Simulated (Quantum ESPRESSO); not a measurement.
**NbAs: 7 runs along one coordinate**

System: NbAs (I4₁md, 4 atoms in the cell).
Method: Kohn-Sham DFT of a periodic cell, LDA, GBRV 1.5 LDA, no spin polarisation (Quantum ESPRESSO 7.5).

The 7 runs differ only in the geometry, by an even scaling of the cell at fixed fractional positions. The structure derives from an entry of the Crystallography Open Database.

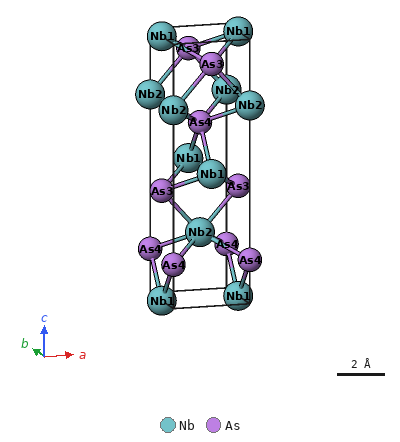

Figure 1. The structure of run 4 (ball-and-stick view of the cell 2 times as large as that of the calculation, set on its symmetry axes, seen slightly off an axis; atoms are numbered from 1 in the order of the input). An atom can appear more than once, as a periodic image.

**Input of run 4**
```
&CONTROL
  calculation = 'scf'
  prefix = 'pwscf'
  outdir = './tmp'
  pseudo_dir = './pseudo'
  tstress = .true.
  disk_io = 'nowf'
/
&SYSTEM
  ibrav = 0
  nat = 4
  ntyp = 2
  ecutwfc = 45
  ecutrho = 360
  nbnd = 26
  occupations = 'smearing'
  smearing = 'fd'
  degauss = 0.00367493
/
&ELECTRONS
  conv_thr = 8d-10
  electron_maxstep = 120
  mixing_beta = 0.5
/
ATOMIC_SPECIES
Nb    92.9064 nb_lda_v1.uspp.F.UPF
As    74.9216 as_lda_v1.uspp.F.UPF
CELL_PARAMETERS angstrom
  -1.7258500000    1.7258500000    5.8400000000
   1.7258500000   -1.7258500000    5.8400000000
   1.7258500000    1.7258500000   -5.8400000000
ATOMIC_POSITIONS crystal
Nb     0.5000000000    0.0000000000    0.5000000000
Nb     0.7500000000    0.7500000000    0.0000000000
As     0.9160000000    0.4160000000    0.5000000000
As     0.1660000000    0.1660000000    0.0000000000
K_POINTS automatic
11 11 11 0 0 0
```

Command:
```bash
OMP_NUM_THREADS=1 mpirun -n 2 pw.x -nk 2 -in pw.in > pw.out
```

Run 2 differs from it as follows:
```diff
-  -1.7258500000    1.7258500000    5.8400000000
-   1.7258500000   -1.7258500000    5.8400000000
-   1.7258500000    1.7258500000   -5.8400000000
+  -1.7025248434    1.7025248434    5.7610714056
+   1.7025248434   -1.7025248434    5.7610714056
+   1.7025248434    1.7025248434   -5.7610714056
```

**Results, with one run withheld**

```csv
run,volume per atom (Å³),"free energy per atom, from the lowest run given (meV)",pressure (GPa),gap on the mesh (eV)
1,16.351,11.71,6.80,0.03
2,16.699,?,?,?
3,17.047,0.00,−1.50,0.00
4,17.395,6.70,−5.01,0.00
5,17.743,20.60,−8.14,0.00
6,18.091,40.97,−10.94,0.00
7,18.438,67.08,−13.44,0.00
```

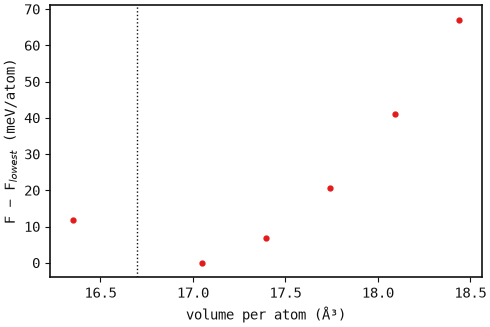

Figure 2. Free energy per atom of the runs given; the dotted line marks run 2.

Estimate the energy of run 2 from the others.

A cubic polynomial in V^(−2/3) (the Birch–Murnaghan form), fitted to the 6 runs given, misses them by at most 0.01 meV per atom. With x = V^(−2/3) − 0.14842 Å⁻², it reads F = 9.7651 − 6269.4 x + 9.5587e+05 x² + 1.0205e+06 x³ (meV per atom). At run 2 it gives 1.37 meV per atom, and the run itself gives 1.35. The slope of the fit gives a pressure −dF/dV of 2.62 GPa there, and the run prints 2.42 GPa. The two needn't agree exactly: the fit is approximate, and the printed stress is taken on a finite basis. The fit has its minimum at 16.928 Å³ per atom, where V d²F/dV² gives 187 GPa. Cell shape and fractional positions are held, so this is the stiffness under even scaling; the relaxed bulk modulus wasn't computed.

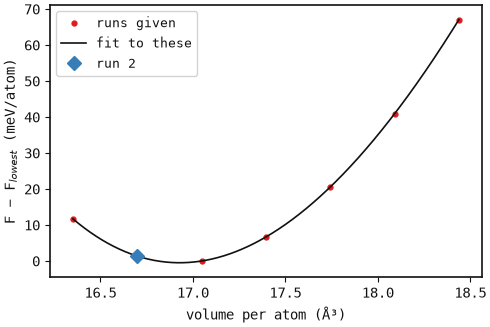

Figure 3. The fit and the withheld run.

**Some lines of the output (run 2)**
```
[...]
     number of k points=   126  Fermi-Dirac smearing, width (Ry)=  0.0037
     total energy              =    -315.88067224 Ry
     total energy              =    -315.99430426 Ry
     total energy              =    -316.01757849 Ry
     total energy              =    -316.01810606 Ry
     total energy              =    -316.01815085 Ry
     total energy              =    -316.01815588 Ry
     total energy              =    -316.01815592 Ry
     total energy              =    -316.01815593 Ry
     the Fermi energy is    14.8854 ev
!    total energy              =    -316.01815593 Ry
     The total energy is F=E-TS. E is the sum of the following terms:
     Computing stress (Cartesian axis) and pressure
          total   stress  (Ry/bohr**3)                   (kbar)     P=       24.15
```
